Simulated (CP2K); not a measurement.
# A series of single points on GaN

System: GaN (Fm-3m, 2 atoms in the cell).
Method: Kohn-Sham DFT of a periodic cell, PBE, GTH-PBE with UZH-TZVP basis, no spin polarisation (CP2K 2026.2).

The 6 runs differ only in the geometry, by an even scaling of the cell at fixed fractional positions. The structure derives from a Materials Project entry.

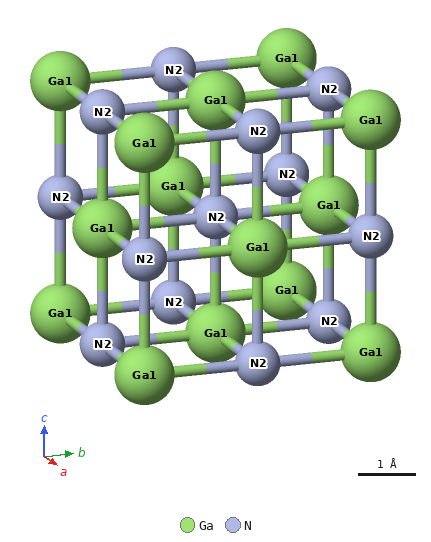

Figure 1. The structure of run 4 (ball-and-stick view of the cell 4 times as large as that of the calculation, set on its symmetry axes, seen slightly off an axis; atoms are numbered from 1 in the order of the input).

## Input of run 4
```
&GLOBAL
  PROJECT gan_eos
  RUN_TYPE ENERGY_FORCE
  PRINT_LEVEL LOW
&END GLOBAL
&FORCE_EVAL
  METHOD QS
  STRESS_TENSOR ANALYTICAL
  &DFT
    BASIS_SET_FILE_NAME BASIS_MOLOPT_UZH
    POTENTIAL_FILE_NAME POTENTIAL_UZH
    WFN_RESTART_FILE_NAME previous-RESTART.kp
    &MGRID
      CUTOFF 450
      REL_CUTOFF 60
      NGRIDS 4
    &END MGRID
    &QS
      METHOD GPW
      EPS_DEFAULT 1.0E-10
    &END QS
    &KPOINTS
      SCHEME MONKHORST-PACK 11 11 11
      GAMMA_CENTERED T
      SYMMETRY T
      SYMMETRY_BACKEND SPGLIB
    &END KPOINTS
    &SCF
      SCF_GUESS RESTART
      EPS_SCF 1.0E-6
      MAX_SCF 100
      ADDED_MOS 10
      CHOLESKY OFF
      EPS_EIGVAL 1.0E-7
      &DIAGONALIZATION ON
        ALGORITHM STANDARD
      &END DIAGONALIZATION
      &MIXING ON
        METHOD BROYDEN_MIXING
        ALPHA 0.4
        BETA 1.5
        NBUFFER 8
      &END MIXING
      &SMEAR ON
        METHOD FERMI_DIRAC
        ELECTRONIC_TEMPERATURE [K] 580.226
      &END SMEAR
    &END SCF
    &XC
      &XC_FUNCTIONAL PBE
      &END XC_FUNCTIONAL
    &END XC
    &PRINT
      &KPOINTS ON
      &END KPOINTS
      &MULLIKEN ON
      &END MULLIKEN
      &MO ON
        ENERGIES T
        OCCUPATION_NUMBERS T
        &EACH
          QS_SCF 0
        &END EACH
        ADD_LAST NUMERIC
      &END MO
    &END PRINT
  &END DFT
  &SUBSYS
    &CELL
      A 3.0396767482 0.0000000000 0.0000000000
      B 1.5198383741 2.6324372832 0.0000000000
      C 1.5198383741 0.8774790944 2.4818856720
      PERIODIC XYZ
    &END CELL
    &COORD
      SCALED
      Ga  0.0000000000 0.0000000000 0.0000000000
      N   0.5000000000 0.5000000000 0.5000000000
    &END COORD
    &KIND Ga
      BASIS_SET TZVP-MOLOPT-PBE-GTH-q13
      POTENTIAL GTH-PBE-q13
    &END KIND
    &KIND N
      BASIS_SET TZVP-MOLOPT-PBE-GTH-q5
      POTENTIAL GTH-PBE-q5
    &END KIND
    &PRINT
      &ATOMIC_COORDINATES ON
      &END ATOMIC_COORDINATES
      &CELL ON
      &END CELL
      &SYMMETRY ON
      &END SYMMETRY
    &END PRINT
  &END SUBSYS
  &PRINT
    &FORCES ON
    &END FORCES
    &STRESS_TENSOR ON
    &END STRESS_TENSOR
  &END PRINT
&END FORCE_EVAL
```

Command:
```bash
OMP_NUM_THREADS=1 cp2k.psmp -i gan_eos.inp -o gan_eos.out
```

Lattice vectors (Å) and fractional positions of run 4:
```
   3.039677    0.000000    0.000000
   1.519838    2.632437    0.000000
   1.519838    0.877479    2.481886
Ga  0.000000  0.000000  0.000000
N   0.500000  0.500000  0.500000
```

Run 3 differs from it as follows:
```diff
-      A 3.0396767482 0.0000000000 0.0000000000
-      B 1.5198383741 2.6324372832 0.0000000000
-      C 1.5198383741 0.8774790944 2.4818856720
+      A 2.9994113880 0.0000000000 0.0000000000
+      B 1.4997056939 2.5975664584 0.0000000000
+      C 1.4997056939 0.8658554861 2.4490091431
```

## Results, with one run withheld

```tsv
run	volume per atom (Å³)	free energy per atom, from the lowest run given (meV)	pressure (GPa)	gap on the mesh (eV)
1	9.151	35.25	17.69	0.84
2	9.346	17.29	11.98	0.71
3	9.540	?	?	?
4	9.930	0.00	−1.70	0.35
5	10.124	4.29	−5.28	0.24
6	10.319	12.66	−8.41	0.14
```

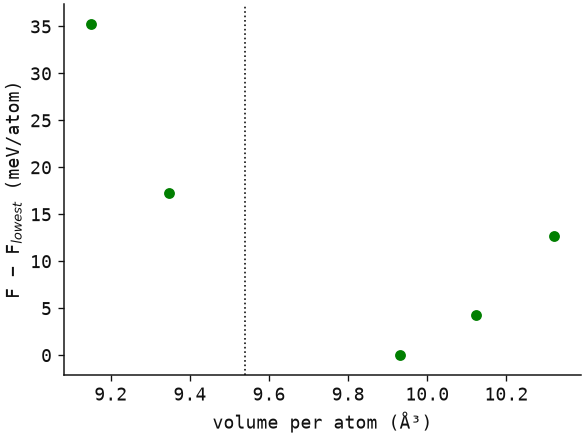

Figure 2. Free energy per atom of the runs given; the dotted line marks run 3.

Fit the runs given and predict run 3.

A cubic polynomial in V^(−2/3) (the Birch–Murnaghan form), fitted to the 5 runs given, misses them by at most 0.02 meV per atom. With x = V^(−2/3) − 0.21901 Å⁻², it reads F = 0.084111 + 782.36 x + 2.9729e+05 x² + 5.8659e+05 x³ (meV per atom). At run 3 it gives 5.94 meV per atom, and the run itself gives 5.89. The slope of the fit gives a pressure −dF/dV of 6.89 GPa there, and the run prints 6.89 GPa. The fit has its minimum at 9.846 Å³ per atom, where V d²F/dV² gives 202 GPa: the bulk modulus at this level, since symmetry fixes the shape and the positions. The gap on the mesh goes, without turning, from 0.84 eV in run 1 to 0.14 eV in run 6; run 3 has 0.59 eV. These are gaps of this functional on this mesh, which can miss the band edges; they aren't the measured gap.

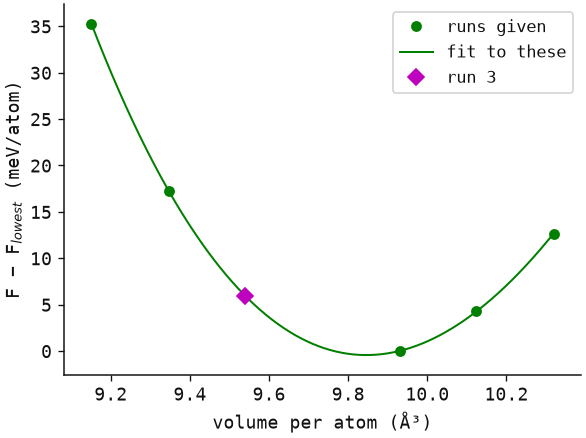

Figure 3. The fit and the withheld run.

## Some lines of the output (run 3)
```
[...]
 CELL_REF| Volume [angstrom^3]:                                        19.080648
                        Smear method:                                FERMI_DIRAC
  Step     Update method      Time    Convergence         Total energy    Change
  Fermi energy:                                                 0.32748870913682
  Total energy:                                               -84.54506326532453
  Total energy (extrapolated to T->0):                        -84.54506257014761
 MO| E(Fermi):            0.327489 a.u.          8.911421 eV
 MO| Band gap:            0.197919 a.u.          5.385654 eV
 MO| Band gap:            0.159366 a.u.          4.336560 eV
 MO| Band gap:            0.132422 a.u.          3.603389 eV
 MO| Band gap:            0.147049 a.u.          4.001418 eV
 MO| Band gap:            0.177055 a.u.          4.817918 eV
 MO| Band gap:            0.203664 a.u.          5.541967 eV
 MO| Band gap:            0.227518 a.u.          6.191088 eV
```
